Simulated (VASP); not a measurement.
## Geometry relaxation of TiO2 (part 2 of 2)

TiO2 (P4₂/mnm, 6 atoms in the cell); Kohn-Sham DFT of a periodic cell, RPBE, VASP PAW PBE potentials, recommended, no spin polarisation (VASP 6.6.1); cutoff 600 eV, 6×6×10 k-mesh, Gaussian smearing of 0.03 eV. The structure derives from an entry of the Crystallography Open Database.

Geometry of the input (Å; fractional positions):
```
4.6884  -0.0000  0.0000
-0.0000  4.6884  0.0000
0.0000  0.0000  2.9828
Ti 0.0000  0.0000  0.0000
Ti 0.5000  0.5000  0.5000
O  0.3057  0.3057  0.0000
O  0.1943  0.8057  0.5000
O  0.6943  0.6943  0.0000
O  0.8057  0.1943  0.5000
```

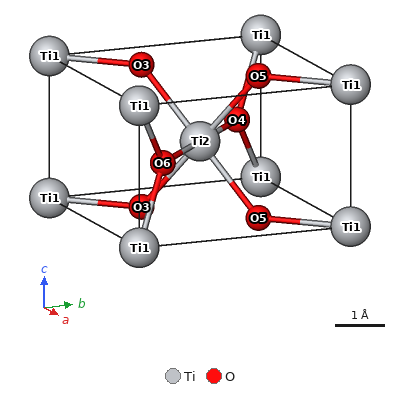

Figure 1. The geometry at step 1 of the log (ball-and-stick view of the cell of the calculation, seen slightly off an axis; atoms are numbered from 1 in the order of the input).

## Parts of OUTCAR, continued
```
  FORCE on cell =-STRESS in cart. coord.  units (eV):
  Direction    XX          YY          ZZ          XY          YZ          ZX
  --------------------------------------------------------------------------------------
  -------------------------------------------------------------------------------------
  Total       -0.0187868     -0.0187868     -0.0164667      0.0000000      0.0000000      0.0000000
  in kB       -0.4590828     -0.4590828     -0.4023865      0.0000000      0.0000000      0.0000000
  external PRESSURE =      -0.4401841 kB  Pullay stress =       0.0000000 kB

 VOLUME and BASIS-vectors are now :
 -----------------------------------------------------------------------------
  energy-cutoff  :      600.00
  volume of cell :       65.57
      direct lattice vectors                 reciprocal lattice vectors
     4.688434565  0.000000000  0.000000000     0.213290809  0.000000000  0.000000000
     0.000000000  4.688434565  0.000000000     0.000000000  0.213290809  0.000000000
     0.000000000  0.000000000  2.982751355     0.000000000  0.000000000  0.335260932

 POSITION                                       TOTAL-FORCE (eV/Angst)
 -----------------------------------------------------------------------------------
      0.00000      0.00000      0.00000         0.000000      0.000000      0.000000
      2.34422      2.34422      1.49138         0.000000      0.000000      0.000000
      1.43334      1.43334      0.00000         0.003758      0.003758     -0.000000
      0.91088      3.77756      1.49138        -0.003758      0.003758     -0.000000
      3.25509      3.25509      0.00000        -0.003758     -0.003758      0.000000
      3.77756      0.91088      1.49138         0.003758     -0.003758      0.000000
 -----------------------------------------------------------------------------------
    total drift:                                0.000000     -0.000000     -0.000000

  FREE ENERGIE OF THE ION-ELECTRON SYSTEM (eV)
  ---------------------------------------------------
  free  energy   TOTEN  =       -51.2237302520 eV

  energy  without entropy=      -51.2237302520  energy(sigma->0) =      -51.22373025

--------------------------------------- Ionic step        2  -------------------------------------------

 number of electron      47.9999978 magnetization

 Free energy of the ion-electron system (eV)
  ---------------------------------------------------
  ext. energy  EPLUGINS =         0.00000000
  ---------------------------------------------------
  free energy    TOTEN  =       -51.22373454 eV

  energy without entropy =      -51.22373454  energy(sigma->0) =      -51.22373454

 E-fermi :   4.5749     XC(G=0): -10.8745     alpha+bet :-13.1432

 val. band max:        4.4460083826   @ k =   0.0000   0.0000   0.0000
 cond. band min:       6.2854421069   @ k =   0.0000   0.0000   0.0000
 fundamental gap:      1.8394337243
 Fermi energy:         4.5748769759

 k-point     1 :       0.0000    0.0000    0.0000
  band No.  band energies     occupation
      1     -52.7207      2.00000
      2     -52.7081      2.00000
      3     -28.9145      2.00000
      4     -28.9145      2.00000
      5     -28.7806      2.00000
      6     -28.7806      2.00000
      7     -28.7312      2.00000
      8     -28.7057      2.00000
      9     -13.5769      2.00000
     10     -12.5147      2.00000
     11     -11.8876      2.00000
     12     -11.8876      2.00000
     13      -1.0393      2.00000
     14      -0.5984      2.00000
     15      -0.0426      2.00000
     16       0.8381      2.00000
     17       0.8381      2.00000
     18       2.0143      2.00000
     19       2.0143      2.00000
     20       2.6300      2.00000
     21       3.8027      2.00000
     22       4.0413      2.00000
     23       4.0413      2.00000
     24       4.4460      2.00000
     25       6.2854      0.00000
     26       6.5800      0.00000
     27       6.8338      0.00000
     28       6.8869      0.00000

 k-point     2 :       0.1667    0.0000    0.0000
  band No.  band energies     occupation
      1     -52.7198      2.00000
      2     -52.7090      2.00000
      3     -28.9078      2.00000
      4     -28.9073      2.00000
      5     -28.7885      2.00000
      6     -28.7880      2.00000
      7     -28.7295      2.00000
      8     -28.7074      2.00000
      9     -13.4919      2.00000
     10     -12.5303      2.00000
     11     -11.9604      2.00000
     12     -11.9153      2.00000
     13      -0.8769      2.00000
     14      -0.5032      2.00000
     15       0.1183      2.00000
     16       0.8471      2.00000
     17       0.8532      2.00000
     18       1.8685      2.00000
     19       1.9757      2.00000
     20       2.6489      2.00000
     21       3.5742      2.00000
     22       3.6479      2.00000
     23       3.8370      2.00000
     24       4.3627      2.00000
     25       6.4265      0.00000
     26       6.7618      0.00000
     27       6.9804      0.00000
     28       7.0121      0.00000

 k-point     3 :       0.3333    0.0000    0.0000
  band No.  band energies     occupation
      1     -52.7175      2.00000
      2     -52.7112      2.00000
      3     -28.8905      2.00000
      4     -28.8892      2.00000
      5     -28.8080      2.00000
      6     -28.8066      2.00000
      7     -28.7248      2.00000
      8     -28.7121      2.00000
      9     -13.2566      2.00000
     10     -12.6474      2.00000
     11     -12.0693      2.00000
     12     -11.9856      2.00000
     13      -0.5159      2.00000
     14      -0.2972      2.00000
     15       0.6334      2.00000
     16       0.8687      2.00000
     17       0.8797      2.00000
     18       1.5890      2.00000
     19       1.7850      2.00000
     20       2.5854      2.00000
     21       2.7417      2.00000
     22       3.3042      2.00000
     23       3.6347      2.00000
     24       4.0880      2.00000
     25       6.6991      0.00000
     26       6.9521      0.00000
     27       7.1899      0.00000
     28       7.2486      0.00000

 k-point     4 :       0.5000    0.0000    0.0000
  band No.  band energies     occupation
      1     -52.7144      2.00000
      2     -52.7144      2.00000
      3     -28.8768      2.00000
      4     -28.8768      2.00000
      5     -28.8210      2.00000
      6     -28.8210      2.00000
      7     -28.7184      2.00000
      8     -28.7184      2.00000
      9     -12.9339      2.00000
     10     -12.9339      2.00000
     11     -12.0606      2.00000
     12     -12.0606      2.00000
     13      -0.2462      2.00000
     14      -0.2462      2.00000
     15       0.8862      2.00000
     16       0.8862      2.00000
     17       1.4676      2.00000
     18       1.4676      2.00000
     19       1.5759      2.00000
     20       1.5759      2.00000
     21       2.9646      2.00000
     22       2.9646      2.00000
     23       3.7704      2.00000
     24       3.7704      2.00000
     25       6.9117      0.00000
     26       6.9117      0.00000
     27       7.3289      0.00000
     28       7.3289      0.00000

 k-point     5 :       0.1667    0.1667    0.0000
  band No.  band energies     occupation
      1     -52.7191      2.00000
      2     -52.7097      2.00000
      3     -28.9167      2.00000
      4     -28.8882      2.00000
      5     -28.8085      2.00000
      6     -28.7792      2.00000
      7     -28.7280      2.00000
      8     -28.7089      2.00000
      9     -13.4196      2.00000
     10     -12.5569      2.00000
     11     -12.0269      2.00000
     12     -11.9147      2.00000
     13      -0.8631      2.00000
     14      -0.3332      2.00000
     15       0.2618      2.00000
     16       0.8235      2.00000
     17       0.8824      2.00000
     18       1.6671      2.00000
     19       2.0760      2.00000
     20       2.6788      2.00000
     21       3.2693      2.00000
     22       3.5607      2.00000
     23       3.7044      2.00000
     24       4.3056      2.00000
     25       6.3561      0.00000
     26       6.8909      0.00000
     27       6.9045      0.00000
     28       7.1792      0.00000

 [... the levels of 18 k-points are left out ...]

 k-point    24 :       0.5000    0.0000    0.2000
  band No.  band energies     occupation
      1     -52.7023      2.00000
      2     -52.7023      2.00000
      3     -28.8758      2.00000
      4     -28.8758      2.00000
      5     -28.8420      2.00000
      6     -28.8420      2.00000
      7     -28.7956      2.00000
      8     -28.7956      2.00000
      9     -12.6840      2.00000
     10     -12.6840      2.00000
     11     -12.1685      2.00000
     12     -12.1685      2.00000
     13       0.1808      2.00000
     14       0.1808      2.00000
     15       0.5146      2.00000
     16       0.5146      2.00000
     17       1.2626      2.00000
     18       1.2626      2.00000
     19       1.9198      2.00000
     20       1.9198      2.00000
     21       2.4863      2.00000
     22       2.4863      2.00000
     23       3.7555      2.00000
     24       3.7555      2.00000
     25       7.0411      0.00000
     26       7.0411      0.00000
     27       7.4756      0.00000
     28       7.4756      0.00000

 [... further k-points ...]

------------------------ aborting loop because EDIFF is reached ----------------------------------------

  FORCE on cell =-STRESS in cart. coord.  units (eV):
  Direction    XX          YY          ZZ          XY          YZ          ZX
  --------------------------------------------------------------------------------------
  -------------------------------------------------------------------------------------
  Total        0.0121727      0.0121727      0.0250001      0.0000000      0.0000000      0.0000000
  in kB        0.2975878      0.2975878      0.6111796      0.0000000      0.0000000      0.0000000
  external PRESSURE =       0.4021184 kB  Pullay stress =       0.0000000 kB

 VOLUME and BASIS-vectors are now :
 -----------------------------------------------------------------------------
  energy-cutoff  :      600.00
  volume of cell :       65.54
      direct lattice vectors                 reciprocal lattice vectors
     4.687726357 -0.000000000  0.000000000     0.213323032 -0.000000000  0.000000000
     0.000000000  4.687726357  0.000000000     0.000000000  0.213323032  0.000000000
     0.000000000  0.000000000  2.982356441     0.000000000  0.000000000  0.335305326

 POSITION                                       TOTAL-FORCE (eV/Angst)
 -----------------------------------------------------------------------------------
      0.00000      0.00000      0.00000        -0.000000     -0.000000      0.000000
      2.34386      2.34386      1.49118        -0.000000     -0.000000      0.000000
      1.43331      1.43331      2.98236        -0.001233     -0.001233      0.000000
      0.91056      3.77717      1.49118         0.001233     -0.001233      0.000000
      3.25442      3.25442      0.00000         0.001233      0.001233      0.000000
      3.77717      0.91056      1.49118        -0.001233      0.001233      0.000000
 -----------------------------------------------------------------------------------
    total drift:                                0.000000      0.000000     -0.000000

  FREE ENERGIE OF THE ION-ELECTRON SYSTEM (eV)
  ---------------------------------------------------
  free  energy   TOTEN  =       -51.2237345379 eV

  energy  without entropy=      -51.2237345379  energy(sigma->0) =      -51.22373454

 reached required accuracy - stopping structural energy minimisation
```

## CONTCAR
```
TiO2
   1.00000000000000
     4.6877263569823935   -0.0000000000000000    0.0000000000000000
     0.0000000000000000    4.6877263569823935    0.0000000000000000
     0.0000000000000000    0.0000000000000000    2.9823564411257548
  Ti              O
     2     4
Direct
     0.0000000000000000    0.0000000000000000    0.0000000000000000
     0.5000000000000000    0.5000000000000000    0.5000000000000000
     0.3057571142997900    0.3057571142997900    1.0000000000000000
     0.1942428857002099    0.8057571142997900    0.5000000000000000
     0.6942428857002100    0.6942428857002100    0.0000000000000000
     0.8057571142997900    0.1942428857002099    0.5000000000000000

  0.00000000E+00  0.00000000E+00  0.00000000E+00
  0.00000000E+00  0.00000000E+00  0.00000000E+00
  0.00000000E+00  0.00000000E+00  0.00000000E+00
  0.00000000E+00  0.00000000E+00  0.00000000E+00
  0.00000000E+00  0.00000000E+00  0.00000000E+00
  0.00000000E+00  0.00000000E+00  0.00000000E+00
```

## Trajectory as extended XYZ (Å, eV, eV/Å), 2 frames, from step=0 to step=1
```
6
Lattice="4.6884 0.0000 0.0000 0.0000 4.6884 0.0000 0.0000 0.0000 2.9828" Properties=species:S:1:pos:R:3:forces:R:3 step=0 energy=-51.22373
Ti    0.0000    0.0000    0.0000    0.0000   0.0000   0.0000
Ti    2.3442    2.3442    1.4914    0.0000   0.0000   0.0000
O     1.4333    1.4333    0.0000    0.0038   0.0038   0.0000
O     0.9109    3.7776    1.4914   -0.0038   0.0038   0.0000
O     3.2551    3.2551    0.0000   -0.0038  -0.0038   0.0000
O     3.7776    0.9109    1.4914    0.0038  -0.0038   0.0000
6
Lattice="4.6877 -0.0000 0.0000 0.0000 4.6877 0.0000 0.0000 0.0000 2.9824" Properties=species:S:1:pos:R:3:forces:R:3 step=1 energy=-51.22373
Ti    0.0000    0.0000    0.0000    0.0000   0.0000   0.0000
Ti    2.3439    2.3439    1.4912    0.0000   0.0000   0.0000
O     1.4333    1.4333    2.9824   -0.0012  -0.0012   0.0000
O     0.9106    3.7772    1.4912    0.0012  -0.0012   0.0000
O     3.2544    3.2544    0.0000    0.0012   0.0012   0.0000
O     3.7772    0.9106    1.4912   -0.0012   0.0012   0.0000
```

## Results in brief

```tsv
quantity	value
outcome	converged
space group (tolerance 0.01 Å)	P4₂/mnm (136)
electrons treated	48
free energy	−51.2237 eV
Fermi energy	4.575 eV
gap on the k-point mesh	1.84 eV
pressure	0.04 GPa
final volume	65.54 Å³
largest force (length of the vector) at the end	0.002 eV/Å
final cell	a = 4.688 Å, b = 4.688 Å, c = 2.982 Å, α = 90.00°, β = 90.00°, γ = 90.00°
wall time	55 s (CPU time 1.8 min)
peak memory	0.25 GiB
```
